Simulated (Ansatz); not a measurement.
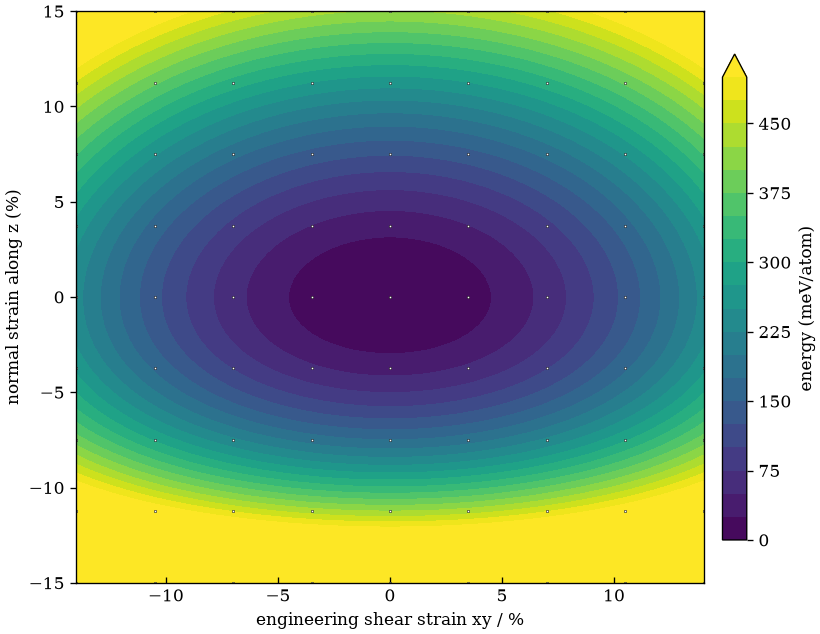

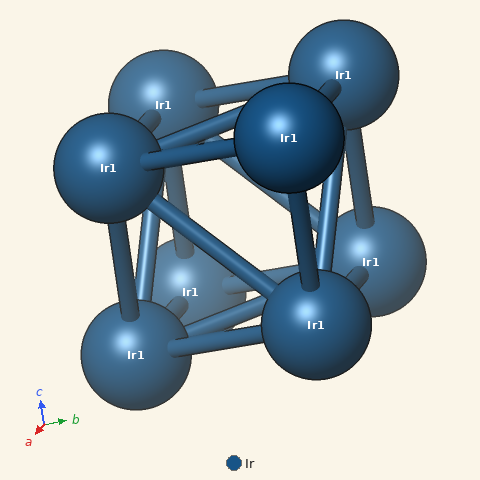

Energy landscape of Ir (Fm-3m, No. 225; 1 atom in the cell). The energy is mapped over two homogeneous strains (x, y and z along the cube axes). Coordinates scanned: (1) engineering shear strain xy; (2) normal strain along z. Nothing is relaxed (symmetry fixes all fractional coordinates). Grid: 9 × 9 points; 45 points were computed and 36 follow by symmetry. Points are written as (first, second). All energies are given in meV/atom relative to the lowest grid point. These are results of Ansatz, DFT PBE, scalar-relativistic, plane waves, PAW, not measurements. Settings: cutoff 420 eV, k-mesh 20×20×20, gaussian smearing 0.15 eV, no spin polarisation.

In the figure: filled contours, dots at the grid points, one colour for all values above the top of the scale. Between grid points the surface is interpolated. The second picture is the structure at the lowest point

Where are the wells?

The lowest grid point is at (0.0 %, 0.00 %). It is the only kind of minimum in the scanned range. The highest grid point, (−14.0 %, −15.00 %), lies 943 meV/atom above the lowest. Round the minimum the two coordinates are nearly uncoupled.

The values on the grid:

| normal strain along z ↓, engineering shear strain xy → | −14.0 | −10.5 | −7.0 | −3.5 | 0.0 | 3.5 | 7.0 | 10.5 | 14.0 |
| --- | --- | --- | --- | --- | --- | --- | --- | --- | --- |
| 15.00 | 615 | 531 | 471 | 435 | 423 | 435 | 471 | 531 | 615 |
| 11.25 | 471 | 379 | 314 | 274 | 261 | 274 | 314 | 379 | 471 |
| 7.50 | 351 | 253 | 183 | 141 | 127 | 141 | 183 | 253 | 351 |
| 3.75 | 267 | 165 | 93 | 49 | 35 | 49 | 93 | 165 | 267 |
| 0.00 | 234 | 132 | 59 | 15 | 0 | 15 | 59 | 132 | 234 |
| −3.75 | 269 | 170 | 99 | 55 | 40 | 55 | 99 | 170 | 269 |
| −7.50 | 387 | 296 | 230 | 189 | 175 | 189 | 230 | 296 | 387 |
| −11.25 | 606 | 530 | 473 | 438 | 426 | 438 | 473 | 530 | 606 |
| −15.00 | 943 | 889 | 849 | 824 | 815 | 824 | 849 | 889 | 943 |

The input of one point:

```yaml
crystal:
  lattice:
    - [0.0, 1.9351816027, 1.9351816027]
    - [1.9351816027, 0.0, 1.9351816027]
    - [1.9351816027, 1.9351816027, 0.0]
  atoms:
    - { symbol: Ir, position: [0.0, 0.0, 0.0] }
basis:
  ecutwfc: 420
kpoints:
  mp_grid: { grid: [20, 20, 20] }
hamiltonian:
  xc: pbe
  pseudopotentials: { kind: paw, azcp: { folder: soft_1 } }
scf:
  occupations: { method: gaussian, width: 0.15 }
output:
  forces: true
  stress: true
  eigenvalues: true
  write_density: true
  write_potential: true
  elf: true
  volumetric_format: npy
```

The whole map (45 points run) took 3.1 min on 1 thread of AMD EPYC 9R45 96-Core Processor (Zen 5), on a shared host.
